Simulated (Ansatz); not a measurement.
## MgO (Fm-3m):Co_Mg, thermodynamic levels from a 54-atom cell

Aim: at which Fermi levels does Co_Mg in MgO (Fm-3m) change its charge? The model is a cell of 54 host atoms with 1 Mg taken out and 1 Co put in.

Program: Ansatz 0.2.0. Level of theory: place-levels on r2SCAN runs: charge-transition levels and formation energies with image-charge correction and potential alignment at the atomic sites; PAW set soft_1. Results are calculated unless marked as measured.

The experiments to compare with:

For MgO, rocksalt (bulk crystal), “Electronic structure of alkaline earth and post-transition metal oxides” (2009, arxiv:0908.1581) quotes earlier work: band gap (literature experimental gap) 7.83 eV [Literature value based on experiment; other listed experimental values range from 7.7 to …].

In doubt: on Fe and Co compounds r2SCAN can change the orbital order between nearby geometries, unless the shell is half filled (in some of the runs), which bears on forces and vibrations.

**1. Set-up**

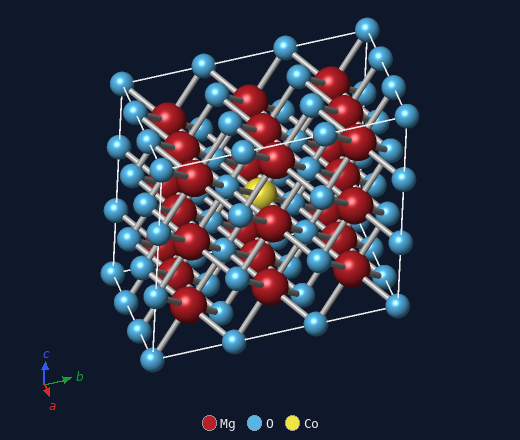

Start, viewed slightly off an axis; magnesium red, oxygen blue, cobalt yellow. Bonds to atoms that aren't drawn are left out. Some periodic images of atoms are drawn too.

The cell holds 54 atoms: 26 Mg, 27 O and 1 Co. Its edges and angles: a = 8.925 Å, b = 8.925 Å, c = 8.925 Å, α = 60.0°, β = 60.0°, γ = 60.0°. It derives from MgO (space group Fm-3m). Nearest the centre at fractional (0.667, 0.667, 0.333): Co51 at 0.00 Å, O28 at 2.10 Å, O44 at 2.10 Å, O32 at 2.10 Å, O34 at 2.10 Å, O46 at 2.10 Å, O50 at 2.10 Å, Mg9 at 2.98 Å.

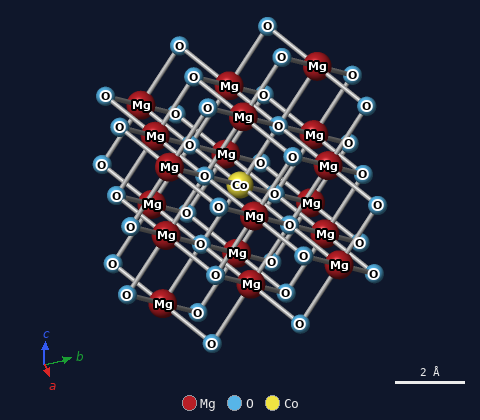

The atoms within 5 Å of the centre.

Known beforehand: the electronic dielectric constant, 3.24, and the static one, 10.37, from a response run on this crystal (DFPT, PBEsol) at that run's own cell.

The cell's shortest repeat is 8.9 Å.

**2. What was run first**

A transition level is the Fermi level at which two charge states cost the same, so each charge needs its own total energy, at its own relaxed structure.

Each atom starts 0.05 Å or so off its site in a random direction: a symmetric start keeps its symmetry, and would miss off-centre moves and Jahn–Teller distortions. Forces are taken at one point at (¼, ¼, ¼). The cell holds 1 electron more than the neutral one, with a uniform background that keeps it neutral on the whole.

The sampling was tested on the host first: at the k-points planned (1x1x1 shifted 0.25 0.25 0.25) its energy lies 0.020 eV an atom from the dense-mesh value, under the bound of 0.02 eV set for this test; that bounds the host's error, not the defect's.

One state's input; the others differ in charge, spin, start and seed, and in occupations where the table says so.

File qm1.relax_smeared/input.yaml:

```yaml
crystal:
  lattice:
    - [0.0, 6.31124291, 6.31124291]
    - [6.31124291, 0.0, 6.31124291]
    - [6.31124291, 6.31124291, 0.0]
  atoms:
    - { symbol: Mg, position: [0.0, 0.0, 0.0] }
    - { symbol: O, position: [0.16666667, 0.16666667, 0.16666667] }
[... 6 atom lines left out ...]
    - { symbol: Mg, position: [0.0, 0.33333333, 0.33333333] }
[... 3 atom lines left out ...]
    - { symbol: Mg, position: [0.0, 0.66666667, 0.0] }
[... 1 atom line left out ...]
    - { symbol: Mg, position: [0.0, 0.66666667, 0.33333333] }
[... 5 atom lines left out ...]
    - { symbol: Mg, position: [0.33333333, 0.0, 0.33333333] }
[... 6 atom lines left out ...]
    - { symbol: O, position: [0.5, 0.5, 0.5] }
[... 1 atom line left out ...]
    - { symbol: O, position: [0.5, 0.5, 0.83333333] }
[... 1 atom line left out ...]
    - { symbol: O, position: [0.5, 0.83333333, 0.16666667] }
    - { symbol: Mg, position: [0.33333333, 0.66666667, 0.33333333] }
    - { symbol: O, position: [0.5, 0.83333333, 0.5] }
    - { symbol: Mg, position: [0.33333333, 0.66666667, 0.66666667] }
[... 1 atom line left out ...]
    - { symbol: Mg, position: [0.66666667, 0.0, 0.0] }
[... 1 atom line left out ...]
    - { symbol: Mg, position: [0.66666667, 0.0, 0.33333333] }
[... 4 atom lines left out ...]
    - { symbol: O, position: [0.83333333, 0.5, 0.16666667] }
    - { symbol: Mg, position: [0.66666667, 0.33333333, 0.33333333] }
    - { symbol: O, position: [0.83333333, 0.5, 0.5] }
    - { symbol: Mg, position: [0.66666667, 0.33333333, 0.66666667] }
[... 1 atom line left out ...]
    - { symbol: Mg, position: [0.66666667, 0.66666667, 0.0] }
    - { symbol: O, position: [0.83333333, 0.83333333, 0.16666667] }
    - { symbol: Co, position: [0.66666667, 0.66666667, 0.33333333] }
[... 1 atom line left out ...]
    - { symbol: Mg, position: [0.66666667, 0.66666667, 0.66666667] }
    - { symbol: O, position: [0.83333333, 0.83333333, 0.83333333] }
  host:
    repeats: [3, 3, 3]
    atoms:
      - { symbol: Mg, position: [0.0, 0.0, 0.0] }
      - { symbol: O, position: [0.5, 0.5, 0.5] }
total_charge: -1
basis:
  ecutwfc: 500
  xc_grid: 2
hamiltonian:
  xc: r2scan
  pseudopotentials: { kind: paw, azcp: { folder: soft_1 } }
kpoints:
  mp_grid: { grid: [1, 1, 1], shift: [0.25, 0.25, 0.25] }
scf:
  occupations: { method: fermi_dirac, width: 0.01 }
  max_iter: 100
output:
  forces: true
  charged_corrections:
    epsilon: 3.24
    static_epsilon: 10.37
    defect_position: [0.666667, 0.666667, 0.333333]
relax:
  f_tol: 0.02
  max_steps: 80
  random_displacement: { amplitude: 0.05, seed: 8114 }
checkpoint:
  write: "../qm1.relax_smeared.run"
  compress: false
  write_wavefunctions: true
  write_every: 100000
```

On the command line:

```sh
ansatz run input.yaml --threads 8 --pin off --max-ram 15073MiB --backend cpu --events-out ev --progress --plain --runs-dir out
```

Defect states can disperse in a cell of this size, so the energy is taken again at a 2×2×2 shifted mesh, on the relaxed structure.

The run of this state that the levels use, under r2SCAN:

File qm1.point/input.yaml:

```yaml
crystal:
  checkpoint: "../qm1.relax_smeared.run"
  host: checkpoint
total_charge: -1
basis:
  ecutwfc: 500
  xc_grid: 2
hamiltonian:
  xc: r2scan
  pseudopotentials: { kind: paw, azcp: { folder: soft_1 } }
kpoints:
  mp_grid: { grid: [2, 2, 2], shift: [0.5, 0.5, 0.5] }
scf:
  occupations: { method: fermi_dirac, width: 0.01 }
  max_iter: 100
output:
  forces: true
  eigenvalues: true
  charged_corrections:
    epsilon: 3.24
    static_epsilon: 10.37
    defect_position: [0.666667, 0.666667, 0.333333]
  eigenstates: { localisation: true }
  populations: true
  band_densities: [{ bands: [v1, v1] }, { bands: [c1, c1] }]
  write_density: true
  write_potential: true
  volumetric_format: npy
  elf: true
checkpoint:
  read: "../qm1.relax_smeared.run"
  write: "../qm1.point.run"
  compress: false
  write_wavefunctions: false
  write_every: 100000
```

Relaxations under r2SCAN at one point at (¼, ¼, ¼); times on 8 threads of Intel Xeon Platinum 8175M at 2.50GHz (Skylake/Cascade Lake), shared host:

```csv
charge,moment (μB),occupations,outcome,steps,largest displacement against the far atoms (Å),time
−1,0,fixed,not converged,1,-,1.9 min
−1,0,fermi-dirac,converged,6,0.10,1.8 min
−1,2,fixed,converged,5,0.10,82 s
0,1,fixed,converged,8,0.07,4.8 min
0,3,fixed,converged,6,0.02,2.4 min
+1,0,fixed,converged,5,0.11,44 s
+1,4,fixed,converged,22,0.11,9.3 min
+1,2,fixed,converged,9,0.13,5.1 min
```

Single points under r2SCAN at a 2×2×2 shifted mesh; times on 8 threads of Intel Xeon Platinum 8175M at 2.50GHz (Skylake/Cascade Lake), shared host:

```csv
charge,moment (μB),occupations,outcome,time
−1,0,fermi-dirac,converged,40 s
−1,2,fermi-dirac,converged,92 s
0,1,fermi-dirac,converged,2.1 min
0,3,fermi-dirac,converged,1.7 min
+1,0,fermi-dirac,converged,36 s
+1,4,fermi-dirac,converged,1.9 min
+1,2,fermi-dirac,converged,1.8 min
```

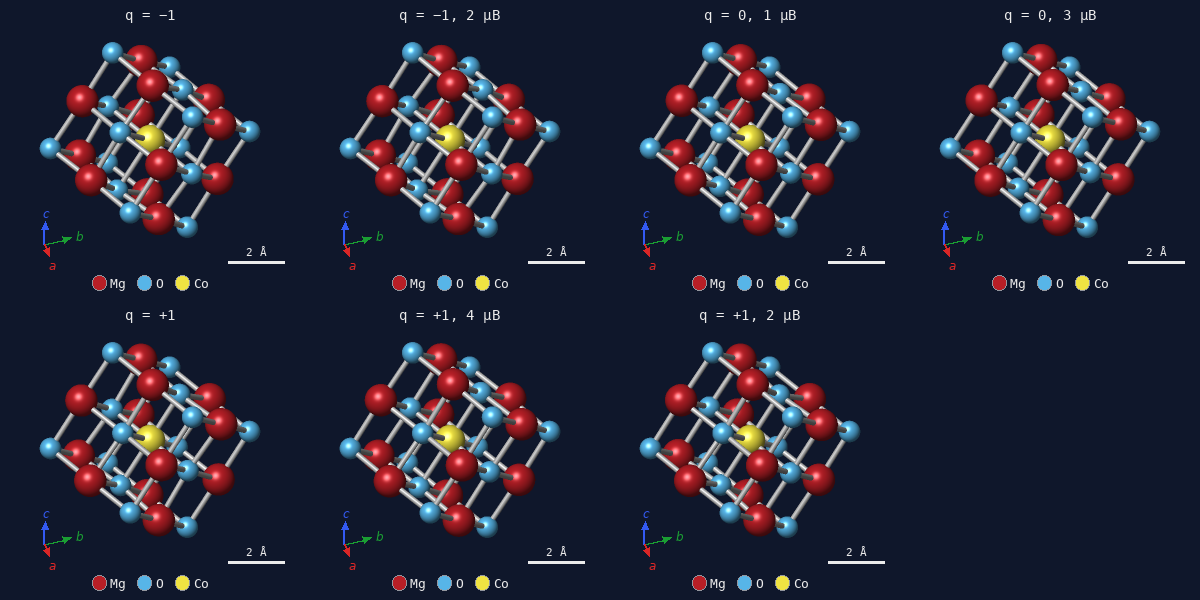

The structures near the centre after relaxation with r2SCAN, by charge.

Distances (Å) from Co51 to the nearest atoms after relaxation with r2SCAN:

```csv
charge,moment (μB),1.,2.,3.,4.,5.,6.
−1,0,O 2.20,O 2.20,O 2.20,O 2.20,O 2.20,O 2.20
−1,2,O 2.20,O 2.20,O 2.20,O 2.20,O 2.20,O 2.20
0,1,O 2.04,O 2.04,O 2.15,O 2.15,O 2.15,O 2.15
0,3,O 2.12,O 2.13,O 2.13,O 2.13,O 2.13,O 2.13
+1,0,O 1.99,O 2.00,O 2.00,O 2.00,O 2.00,O 2.00
+1,4,O 2.00,O 2.00,O 2.08,O 2.08,O 2.08,O 2.08
+1,2,O 1.97,O 1.97,O 1.97,O 1.97,O 2.14,O 2.14
```

**3. Placing the levels, r2SCAN**

A charged cell interacts with its images and the background, and its potential has another zero than the host's. place-levels removes the first by a point-charge model, screened by the static dielectric constant since the ions have relaxed around the charge, and the second by comparing potentials at atoms far from the defect.

The host is a run of the defect-free crystal in the same cutoffs, grids and k-points, so that basis and sampling errors cancel in part in the differences. The host is run in a cell of 2 atoms on a matching mesh. Its band edges are searched through the zone by a band path, so the gap is smaller than, or equal to, that on the mesh. Chemical potentials are energies per atom of Mg (hcp) and Co (hcp), run with the same functional and cutoff.

File levels.point.yaml:

```yaml
host:
  run: host.point.run
states: [qm1.point.run, qm1_M2.point.run, q0_M1.point.run, q0_M3.point.run, qp1.point.run, qp1_M4.point.run, qp1_M2.point.run]
geometry_from:
  qm1.point.run: qm1.relax_smeared.run
  qm1_M2.point.run: qm1_M2.relax.run
  q0_M1.point.run: q0_M1.relax.run
  q0_M3.point.run: q0_M3.relax.run
  qp1.point.run: qp1.relax.run
  qp1_M4.point.run: qp1_M4.relax.run
  qp1_M2.point.run: qp1_M2.relax.run
chemical_potentials:
  Mg:
    energy: -1926.407918
    dataset: "<sha256 of the dataset>"
  Co:
    energy: -5131.524454
    dataset: <sha256 of the dataset>
epsilon: 3.24
static_epsilon: 10.37
vertical:
  - { from: qm1.point.run, to: qm1.point_neutral.run }
  - { from: qm1_M2.point.run, to: qm1_M2.point_neutral.run }
  - { from: qp1.point.run, to: qp1.point_neutral.run }
  - { from: qp1_M4.point.run, to: qp1_M4.point_neutral.run }
  - { from: qp1_M2.point.run, to: qp1_M2.point_neutral.run }
```

On the command line:

```sh
ansatz place-levels levels.point.yaml -- --threads 8 --pin off --max-ram 15073MiB
```

Numbers of over 12 decimals in the logs are rounded to 6 here.

The program printed:

```text
[... repeated set-up lines and file paths are left out, and long positions are rounded to six places ...]
(+1/0) 1.617 eV above the valence edge, 4.061 eV under the conduction edge
(0/-1) 4.128 eV above the valence edge, 1.550 eV under the conduction edge
formation energy of charge +1: +2.167 eV with the Fermi level at the valence edge
formation energy of charge 0: +3.784 eV with the Fermi level at the valence edge
formation energy of charge -1: +7.912 eV with the Fermi level at the valence edge
vertical -1 to 0: no energy, since no alignment is typed
  the change from vertical[0].from (qm1.point.run) to vertical[0].to (qm1.point_neutral.run): by its potential at epsilon 3.24 it stands at 0.667 0.666 0.333, with an rms radius of about 1.3 Å (0.7 0.7 0.7 Å across the planes of the cell's vectors); [...]
vertical -1 to 0: no energy, since no alignment is typed
  the change from vertical[1].from (qm1_M2.point.run) to vertical[1].to (qm1_M2.point_neutral.run): by its potential at epsilon 3.24 it stands at 0.667 0.667 0.333, with an rms radius of about 1.3 Å (0.8 0.8 0.8 Å across the planes of the cell's vectors); [...]
vertical +1 to 0: no energy, since no alignment is typed
  the change from vertical[2].from (qp1.point.run) to vertical[2].to (qp1.point_neutral.run): by its potential at epsilon 3.24 it stands at 0.668 0.666 0.332, with an rms radius of about 2.0 Å (1.2 1.2 1.2 Å across the planes of the cell's vectors); [...]
vertical +1 to 0: no energy, since no alignment is typed
  the change from vertical[3].from (qp1_M4.point.run) to vertical[3].to (qp1_M4.point_neutral.run): by its potential at epsilon 3.24 it stands at 0.666 0.667 0.333, with an rms radius of about 1.3 Å (0.7 0.8 0.8 Å across the planes of the cell's vectors); [...]
vertical +1 to 0: no energy, since no alignment is typed
  the change from vertical[4].from (qp1_M2.point.run) to vertical[4].to (qp1_M2.point_neutral.run): by its potential at epsilon 3.24 it stands at 0.665 0.667 0.334, with an rms radius of about 1.6 Å (0.9 0.9 0.9 Å across the planes of the cell's vectors); [...]
  edges by r2scan, gap 5.678 eV; the host is sampled to repeats of 17.85 Å
  the defect's cells are sampled to repeats of 17.85 Å, like sampling
  charge +1: -70665.3435 eV with its correction of +0.372 eV, at epsilon 10.37, aligned at sites: +0.1195 eV, mean over 21 atomic sites at or beyond 4.46 Å from the defect at [0.6667, 0.6667, 0.3333], with +0.000000 for the charge's moments and without [...]
  charge 0: +0.000 eV for its dipole among its images, +0.000 omitted
  charge -1: -70644.2298 eV with its correction of +0.110 eV, at epsilon 10.37, aligned at sites: +0.1427 eV, mean over 21 atomic sites at or beyond 4.46 Å from the defect at [0.6667, 0.6667, 0.3333], with -0.000000 for the charge's moments and without [...]
  charge +1: states[5] (qp1_M4.point.run) stands 0.422 eV higher, with a moment of 4.00 μB against 0.00
  charge +1: states[6] (qp1_M2.point.run) stands 0.538 eV higher, with a moment of 2.00 μB against 0.00
  charge 0: states[2] (q0_M1.point.run) stands 0.538 eV higher, with a moment of 1.00 μB against 3.00
  charge -1: states[0] (qm1.point.run) stands 2.251 eV higher, with a moment of 0.00 μB against 2.00
  states[0] (qm1.point.run): levels filled in part (TS 0.017 eV): its energy is of no whole electron's
  of states[4] (qp1.point.run): its alignment with the host at atomic sites is doubtful: the cell is too small to show whether the defect's potential has decayed: take a larger one
  of states[3] (q0_M3.point.run): its alignment with the host at atomic sites is doubtful: the cell is too small to show whether the defect's potential has decayed: take a larger one; stability_check_not_made
  of states[1] (qm1_M2.point.run): its alignment with the host at atomic sites is doubtful: the cell is too small to show whether the defect's potential has decayed: take a larger one; stability_check_not_made
  of states[5] (qp1_M4.point.run): its alignment with the host at atomic sites is doubtful: the cell is too small to show whether the defect's potential has decayed: take a larger one; stability_check_not_made
  of states[6] (qp1_M2.point.run): its alignment with the host at atomic sites is doubtful: the cell is too small to show whether the defect's potential has decayed: take a larger one; stability_check_not_made
  of states[2] (q0_M1.point.run): its alignment with the host at atomic sites is doubtful: the cell is too small to show whether the defect's potential has decayed: take a larger one; stability_check_not_made
  of states[0] (qm1.point.run): its alignment with the host at atomic sites is doubtful: the cell is too small to show whether the defect's potential has decayed: take a larger one
  vertical[0].from (qm1.point.run): levels filled in part (TS 0.017 eV): its energy is of no whole electron's
  of vertical[0].to (qm1.point_neutral.run): stability_check_not_made
  of vertical[1].from (qm1_M2.point.run): stability_check_not_made
  of vertical[1].to (qm1_M2.point_neutral.run): stability_check_not_made
  of vertical[2].to (qp1.point_neutral.run): stability_check_not_made
  of vertical[3].from (qp1_M4.point.run): stability_check_not_made
  of vertical[3].to (qp1_M4.point_neutral.run): stability_check_not_made
  of vertical[4].from (qp1_M2.point.run): stability_check_not_made
  of vertical[4].to (qp1_M2.point_neutral.run): stability_check_not_made
```

The job ended after 1.2 s (8 threads of Intel Xeon Platinum 8175M at 2.50GHz (Skylake/Cascade Lake), shared host).

Levels between the charges placed, in eV above the valence top:

```csv
,gap (eV),(+1/0),(0/−1)
r2SCAN,5.68,1.62,4.13
```

Corrections by state:

```csv
charge,moment (μB),image terms and alignment (eV),band filling (eV),ε used,"over the lowest of its charge, as the program ranks them, band filling apart (eV)"
+1,0.0,0.372,-,10.37,0.000
0,3.0,0.000,-,-,0.000
−1,2.0,0.110,-,10.37,0.000
+1,4.0,0.414,-,10.37,0.422
+1,2.0,0.391,-,10.37,0.538
0,1.0,0.000,-,-,0.538
−1,0.0,0.110,-,10.37,2.251
```

The charged structures listed were also run neutral, and place-levels reads from each pair, by the potential or the spins, how wide the charge is by which they differ; that can be the carrier of either run.

```csv
charge,rms radius (Å),spread where it is widest against the cell (Å),wide from (Å),reading
+1,2.0,1.17,1.26,narrow
−1,1.3,0.79,1.26,narrow
```

The neutral runs of these pairs need not share the spin of the lowest neutral state, and very wide values only mean spread over the cell.

From the program's caveats on the states, each cut to its opening words:

- charge +1, 0 (3 μB), −1 (2 μB), +1 (4 μB), +1 (2 μB), 0 (1 μB), −1: its alignment with the host at atomic sites is doubtful: the cell is too small to show whether the defect's potential has decayed: take a larger one
- charge 0 (3 μB), −1 (2 μB), +1 (4 μB), +1 (2 μB), 0 (1 μB): flagged: stability check not made

The host's formation energy from the elements is -2.963 eV per atom; it sets how far the chemical potentials can move.

Limit set by the element alone; other compounds of these elements are not counted. Chemical potentials from the elements' reference states: Mg 0.00 eV, O -5.93 eV, Co 0.00 eV. Formation energies (Mg-rich), with the Fermi level at the valence top and at the conduction bottom (gap 5.68 eV):

```csv
charge,at valence top (eV),at conduction bottom (eV),correction included (eV)
+1,2.17,7.84,0.37
0,3.78,3.78,0.00
−1,7.91,2.23,0.11
```

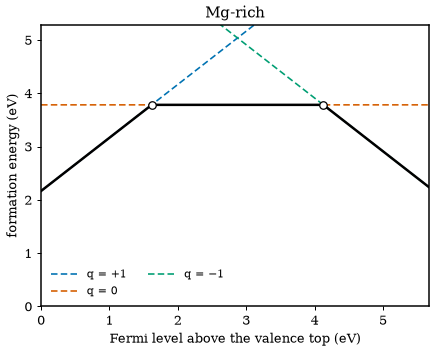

Formation energy against Fermi level; the thick line follows the lowest charge state and circles mark the transition levels.

Limit set by the element alone; other compounds of these elements are not counted. Chemical potentials from the elements' reference states: O 0.00 eV, Mg -5.93 eV, Co 0.00 eV. Formation energy by charge state (O-rich; gap 5.68 eV):

```csv
charge,at valence top (eV),at conduction bottom (eV),correction included (eV)
+1,-3.76,1.92,0.37
0,-2.14,-2.14,0.00
−1,1.99,-3.69,0.11
```

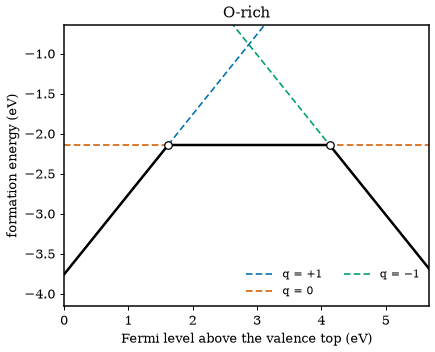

Formation energy against Fermi level; the thick line follows the lowest charge state and circles mark the transition levels.

**4. Outcome**

* gap of the host: 5.68 eV (r2SCAN)
* level (plus 1/0): 1.62 eV above the valence top
* level (0/minus 1): 4.13 eV above the valence top
* lowest of the charges placed, just above the valence top (0.02 eV): +1
* lowest of the charges placed, just below the conduction bottom (0.02 eV): −1
* lowest formation energy at mid-gap of the charges run, Mg-rich: 3.78 eV
* lowest formation energy at mid-gap of the charges run, O-rich: -2.14 eV

**Reading.** Of the charges placed (−1, 0 and +1), the lowest changes at 1.62 eV (+1/0) and 4.13 eV (0/−1) above the valence top, in a gap of 5.68 eV. Charges above +1 and below −1 were not placed, so these runs say nothing of levels that involve them. States placed: +1 at 0 μB, 4 μB and 2 μB; 0 at 3 μB and 1 μB; −1 at 2 μB and 0 μB. Other spin states or structures, where not listed, weren't placed. Co is taken at its element; compounds, which aren't counted here, bound the chemical potentials and would shift these formation energies. The lowest formation energy (O-rich) is negative across the gap, so the defect would form by itself: these chemical potentials lie beyond what competing compounds allow, or the host is unstable against it. The program doubts the alignment of potentials for at least one state, a sign that the cell is small. Limits: the images are only 8.9 Å apart; r2SCAN makes the gap too small and tends to spread out bound carriers; where a gas molecule sets a chemical potential or the host's formation energy, its binding is uncorrected.

Computed beside measured:

| quantity | measured | r2SCAN |
| --- | --- | --- |
| band gap (least gap of the host) (eV) | 7.83 | 5.68 (-2.15 eV) |

Measured values from arxiv:0908.1581 (2009).

Verdict: The band gap is off by -2.15 eV: a clear miss. Local and semilocal functionals usually give gaps below the measured ones. Zero-point and thermal motion shift the measured gap.

[Logs are printed without paths, hosts, clocks, repeated set-up lines and the standing remarks that a program may print on its own settings, such as how far it seeks lower states.]

[Hosts, paths, dates, database ids (printed as entryN), source tags and the programs' standing remarks are cut or masked in the printed files.]

[Where a table of states has a column of steps, it counts the stored structures, which are thinned; the runs took as many ionic steps or more.]

[A defect's name tells the site on which it was built; relaxed atoms can leave that site.]

[For some hosts the program warned that the k-mesh of the response run may be too coarse for force constants and the static dielectric constant; such warnings are not shown here.]
